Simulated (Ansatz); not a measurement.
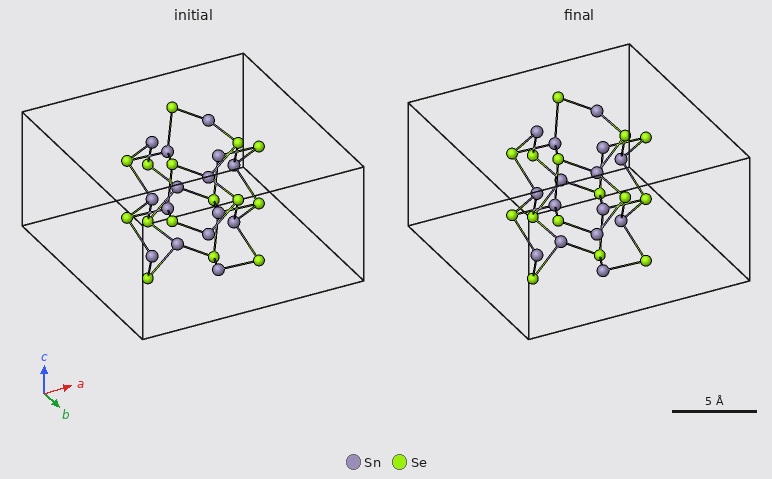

The structure of a wire of composition SnSe before (left) and after (right) a relaxation, at one scale.

Style: ball-and-stick. Shown: the 2 repeat of the cell, with the vacuum cut short, from a free direction.

Case: (3,3) tube.

These are results of DFT PBE, scalar-relativistic, plane waves, PAW (Ansatz 0.2.0), not measurements. Set-up: plane-wave cutoff 420 eV; k-point mesh 1 × 1 × 12; occupations gaussian; smearing width 0.05 eV; no spin polarisation; cell relaxed at fixed a, b, alpha, beta, gamma; force threshold 0.02 eV/Å; at most 45 steps.

Summarise the run.

The energy falls by 0.887 eV per cell of the calculation in 5 accepted moves (6 points after the start). The largest force component goes from 1.2 to 0.02 eV/Å. At 1 point the geometry stayed and the basis and grid were re-selected for the new cell (energy shift of 5.0 meV per cell of the calculation at most each time). The largest moves relative to the layer's centre, 0.15 Å, are those of Sn atoms. By element the largest moves are Sn 0.15 Å, Se 0.07 Å. Along the periodic axis the drawn cell goes c 7.829 → 8.472 Å (+8.2 %). Among the contacts that change: Se–Sn 2.653 → 2.819 Å, Se–Sn 2.728 → 2.801 Å. Among the angles between lasting bonds that change: Sn–Se–Sn 91.7° → 98.3°, Se–Sn–Se 91.7° → 98.3°, Se–Sn–Se 112.2° → 109.8°. The run took 4.1 min on 4 threads of Arm Neoverse V1 (shared host), peak memory 3.1 GiB.
